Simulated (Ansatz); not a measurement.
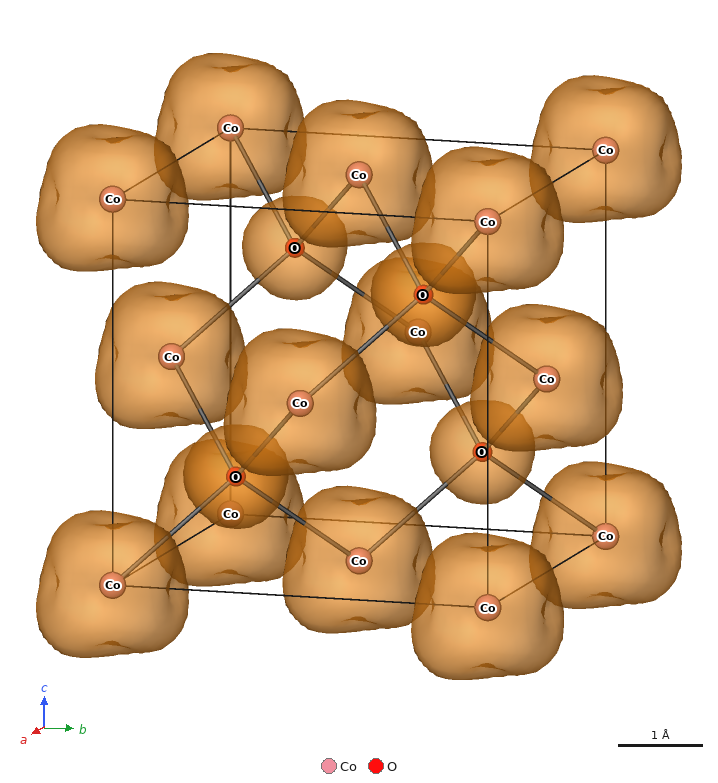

CoO. Isosurfaces of the spin density (up minus down) at +0.1 (orange) and −0.1 e/Å³ (purple), seen slightly off an axis. Sticks mark near contacts.

Space group F-43m; a generated structure, not necessarily the stable one; built by placing these elements on a known structure type; computed pressure about −12 GPa in this cell; spin-polarised.

These are results of Kohn-Sham DFT of a periodic cell, PBE, Ansatz PAW (Ansatz 0.2.0), not measurements.

In a PAW calculation such maps are meaningful between the atoms, not at the nuclei.

Question: Where is the spin, and how is it ordered?

Answer: The spin density sits on Co: +2.4 μB (×4) in one cell of 8 atoms, with smaller moments on other sites: O (up to +0.34 μB): parallel moments (a ferromagnetic arrangement) in this solution. The cell of the calculation (2 atoms) carries 3.0 μB of net spin moment. Only one sign reaches the isovalue.
